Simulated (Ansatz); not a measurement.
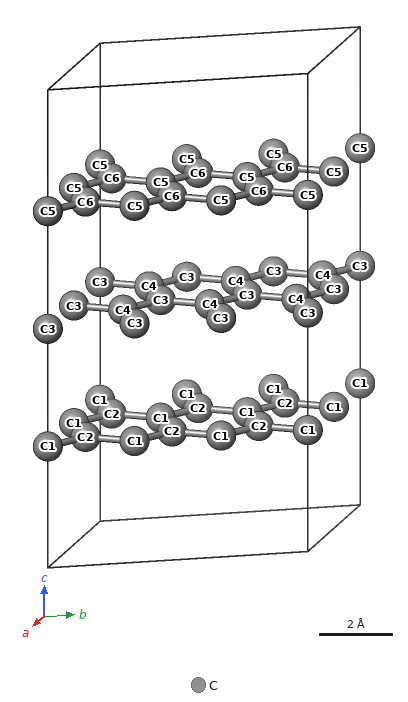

Fig. 1: The structure as given in the input (ball-and-stick view of the 2 × 3 repeat of the cell, with the vacuum cut short, seen slightly off an axis; atoms are numbered from 1 in the order of the input).

## Two runs on C

System: C (slab, 6 atoms in the cell).
Method of run 1: DFT r2SCAN, scalar-relativistic, plane waves, PAW, no spin polarisation (Ansatz 0.2.0).

The structure derives from a Materials Project entry. Text and figures count atoms from 1; the logs count them from 0 in places.

Input, run 1:
```yaml
crystal:
  lattice:
    - [2.4651680862, 0.0, 0.0]
    - [-1.2325840431, 2.1348981873, 0.0]
    - [0.0, 0.0, 39.4883459114]
  atoms:
    - { symbol: C, position: [0.0, 0.0, 0.414119026] }
    - { symbol: C, position: [0.6666666667, 0.3333333333, 0.4141082051] }
    - { symbol: C, position: [0.0, 0.0, 0.5] }
    - { symbol: C, position: [0.3333333333, 0.6666666667, 0.5] }
    - { symbol: C, position: [0.0, 0.0, 0.585880974] }
    - { symbol: C, position: [0.6666666667, 0.3333333333, 0.5858917949] }
  periodic: [true, true, false]
basis:
  ecutwfc: 500
kpoints:
  mp_grid: { grid: [18, 18, 1] }
hamiltonian:
  xc: r2scan
scf:
  occupations: { method: gaussian, width: 0.1 }
output:
  forces: true
  stress: true
  eigenvalues: true
  write_density: true
  write_potential: true
  elf: true
  volumetric_format: npy
relax:
  adjacent_minimum: "off"
  f_tol: 0.005
  max_steps: 50
  cell: { stress_2d_tol: 0.02 }
```

Command:
```bash
ansatz run input.yaml --threads 1 --pin off --max-ram 2560MiB --backend cpu --events-out ev --progress --plain --runs-dir out
```

Hardware: 1 thread of Intel Xeon (Granite Rapids), 192 GiB of memory available, shared host.

Output, shortened to warnings, some set-up lines, iterations and results (run 1):
```
WARN: The output density's exchange-correlation potential varies sharply where the density is thin. Do not read a vacuum level from v_tot or v_xc, or from such a field of the output density. On a cell that repeats whose density bears no net charge and no dipole along the vacuum's axis use v_es (v_loc + v_h of the components); under efield.dipole_correction with no amplitude use v_es + v_field, …
Basis set: ecut = 500 eV, 5345 PW (Γ), exchange–correlation on 72×72×1152 points (64 copies of the dense FFT grid, shifted against one another)
Symmetry: 12 space group operations
k-points: 37 of 324 (time reversal used)
Initial density: superposition of atomic densities (neutral atoms: chi_scale 0, normalization atom), corrected by the library's trained network
[...]
SCF iter   1: F=—  HF=-1509.846869 eV  |F-HF|=—  |Δ(HF+E_count)|=         —  Δρ=3.94e-3  dr2=1.13e-2  dr2_τ=1.20e0  ethr=1.77e-3  ⟨swp⟩=12.0  Hψ=5830  notcnv=0
SCF iter   2: F=—  HF=-1509.963813 eV  |F-HF|=—  |Δ(HF+E_count)|=   1.17e-1  Δρ=8.43e-4  dr2=2.67e-3  dr2_τ=6.62e-5  ethr=4.69e-5  ⟨swp⟩=3.6  Hψ=2014  notcnv=0  defer=52
SCF iter   3: F=—  HF=-1509.963805 eV  |F-HF|=—  |Δ(HF+E_count)|=   7.81e-6  Δρ=5.54e-4  dr2=1.89e-3  dr2_τ=4.86e-5  ethr=1.11e-5  ⟨swp⟩=3.1  Hψ=1430  notcnv=0  defer=52
SCF iter   4: F=—  HF=-1509.963327 eV  |F-HF|=—  |Δ(HF+E_count)|=   4.79e-4  Δρ=5.01e-5  dr2=3.02e-6  dr2_τ=3.20e-7  ethr=7.87e-6  ⟨swp⟩=2.5  Hψ=1022  notcnv=0  defer=52
SCF iter   5: F=—  HF=-1509.963389 eV  |F-HF|=—  |Δ(HF+E_count)|=   6.21e-5  Δρ=2.56e-5  dr2=9.85e-7  dr2_τ=1.54e-7  ethr=1.26e-8  ⟨swp⟩=3.7  Hψ=1663  notcnv=0  defer=52
[... 45 lines ...]
SCF iter   4: F=—  HF=-1509.973818 eV  |F-HF|=—  |Δ(HF+E_count)|=  5.64e-11  Δρ=7.34e-8  dr2=1.20e-11  dr2_τ=4.12e-12  ethr=1.00e-12  ⟨swp⟩=2.0  Hψ=1119  notcnv=0
SCF iter   5: F=-1509.973818 eV  HF=-1509.973818 eV  |F-HF|=2.86e-11  |Δ(HF+E_count)|=  3.39e-10  Δρ=2.22e-8  dr2=9.44e-13  dr2_τ=1.82e-14  ethr=1.00e-12  ⟨swp⟩=15.5  Hψ=4681 …
SCF iter   6: F=-1509.973818 eV  HF=-1509.973818 eV  |F-HF|=2.91e-11  |Δ(HF+E_count)|=  2.32e-11  Δρ=5.10e-9  dr2=6.18e-14  dr2_τ=1.17e-15  ethr=1.00e-12  ⟨swp⟩=7.4  Hψ=3651  …
SCF 6 converged in 6 iterations: F = -1509.973818 eV  dr2 = 6.18e-14
relax step   6: F+E_penalty+E_count = -1509.97381841 eV  Δ(F+E_penalty+E_count) = +1.673e-4 eV  max|allowed force component| = 2.449e-4 eV/Å  Δτ_max = 0.0000 Å  P = +0.007 …
basis re-selected at this cell: Δ(F+E_penalty+E_count) = +1.673e-4 eV, ΔP = +0.005 N/m vs the last step (what re-selecting the basis moved, of the pressure what is left beyond the Pulay correction that the steps carried, after the strain that the cell walked since its last selection, with what the …
[...]
```

For run 2 the input was changed thus:
```diff
-  ecutwfc: 500
+  ecutwfc: 420
-  xc: r2scan
+  xc: lda
```

What does this change do to the results?

The total energies belong to different methods, so their difference says nothing on which is more stable or more accurate. The work function goes from 4.28 to 4.52 eV. The functional changes from r2SCAN to LDA. The SCF takes 54 iterations over all geometry steps against 43. On the same kind of shared host run 2 took about 0.6 times as long.

Output, shortened to warnings, some set-up lines, iterations and results (run 2):
```
WARN: The output density's exchange-correlation potential varies sharply where the density is thin. Do not read a vacuum level from v_tot or v_xc, or from such a field of the output density. On a cell that repeats whose density bears no net charge and no dipole along the vacuum's axis use v_es (v_loc + v_h of the components); under efield.dipole_correction with no amplitude use v_es + v_field, …
Basis set: ecut = 420 eV, 3917 PW (Γ)
Symmetry: 12 space group operations
k-points: 37 of 324 (time reversal used)
Initial density: superposition of atomic densities (neutral atoms: chi_scale 0, normalization atom), corrected by the library's trained network
[...]
SCF iter   1: F=—  HF=-1457.821008 eV  |F-HF|=—  |Δ(HF+E_count)|=         —  Δρ=3.23e-3  dr2=9.92e-3  ethr=1.77e-3  ⟨swp⟩=12.2  Hψ=5909  notcnv=0
SCF iter   2: F=—  HF=-1457.822082 eV  |F-HF|=—  |Δ(HF+E_count)|=   1.07e-3  Δρ=7.36e-4  dr2=3.99e-3  ethr=4.13e-5  ⟨swp⟩=3.5  Hψ=1918  notcnv=0  defer=30
SCF iter   3: F=—  HF=-1457.821265 eV  |F-HF|=—  |Δ(HF+E_count)|=   8.16e-4  Δρ=3.77e-4  dr2=1.00e-3  ethr=1.66e-5  ⟨swp⟩=2.6  Hψ=1257  notcnv=0  defer=30
SCF iter   4: F=—  HF=-1457.821051 eV  |F-HF|=—  |Δ(HF+E_count)|=   2.14e-4  Δρ=1.00e-4  dr2=7.24e-5  ethr=4.18e-6  ⟨swp⟩=2.8  Hψ=1088  notcnv=0  defer=30
SCF iter   5: F=—  HF=-1457.821017 eV  |F-HF|=—  |Δ(HF+E_count)|=   3.47e-5  Δρ=2.48e-5  dr2=2.26e-6  ethr=3.02e-7  ⟨swp⟩=2.5  Hψ=1160  notcnv=0  defer=29
[... 60 lines ...]
SCF iter   3: F=—  HF=-1457.850584 eV  |F-HF|=—  |Δ(HF+E_count)|=  6.03e-10  Δρ=4.28e-7  dr2=1.75e-10  ethr=7.33e-12  ⟨swp⟩=2.6  Hψ=1095  notcnv=0
SCF iter   4: F=—  HF=-1457.850584 eV  |F-HF|=—  |Δ(HF+E_count)|=  3.64e-11  Δρ=1.48e-7  dr2=7.21e-11  ethr=1.00e-12  ⟨swp⟩=3.2  Hψ=1361  notcnv=0
SCF iter   5: F=-1457.850584 eV  HF=-1457.850584 eV  |F-HF|=7.05e-12  |Δ(HF+E_count)|=  8.07e-11  Δρ=1.61e-8  dr2=6.29e-13  ethr=1.00e-12  ⟨swp⟩=14.8  Hψ=5363  notcnv=0
SCF 8 converged in 5 iterations: F = -1457.850584 eV  dr2 = 6.29e-13
relax step   8: F+E_penalty+E_count = -1457.85058389 eV  Δ(F+E_penalty+E_count) = +3.768e-5 eV  max|allowed force component| = 8.063e-5 eV/Å  Δτ_max = 0.0000 Å  P = +0.007 …
basis re-selected at this cell: Δ(F+E_penalty+E_count) = +3.768e-5 eV, ΔP = -0.001 N/m vs the last step (what re-selecting the basis moved, of the pressure what is left beyond the Pulay correction that the steps carried, after the strain that the cell walked since its last selection, with what the …
[...]
```

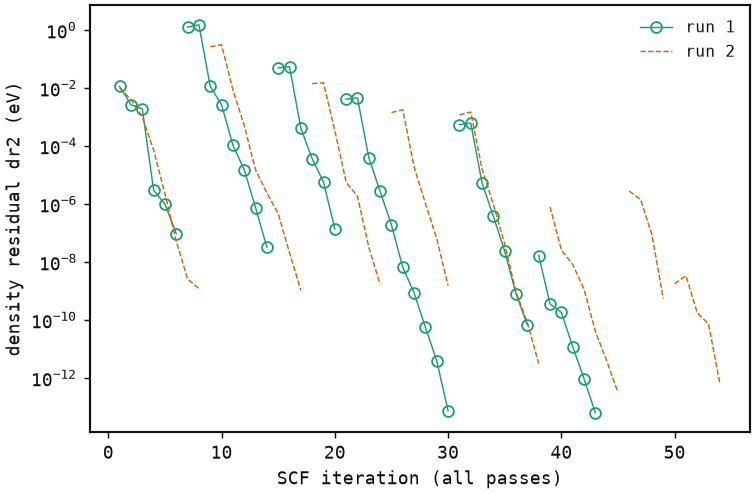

Fig. 2: Convergence of the two runs: density residual dr2 against the SCF iteration. A break in a curve parts two SCF passes. Run 1 takes 43 iterations in all, and run 2 takes 54.

The two runs side by side:

| quantity | run 1 | run 2 |
| --- | --- | --- |
| outcome | converged | converged |
| free energy per atom (eV) | −251.6623 | −242.9751 |
| gap on the mesh (eV) | 0.00 | 0.00 |
| work function (eV) | 4.28 | 4.52 |
| largest force (eV/Å) | 0.000 | 0.000 |
| SCF iterations | 43 | 54 |
| irreducible k-points | 37 | 37 |
| wall time (shared host) | 2.1 min | 74 s |

For both runs: Warnings: the exchange-correlation potential is rough where the density is thin.
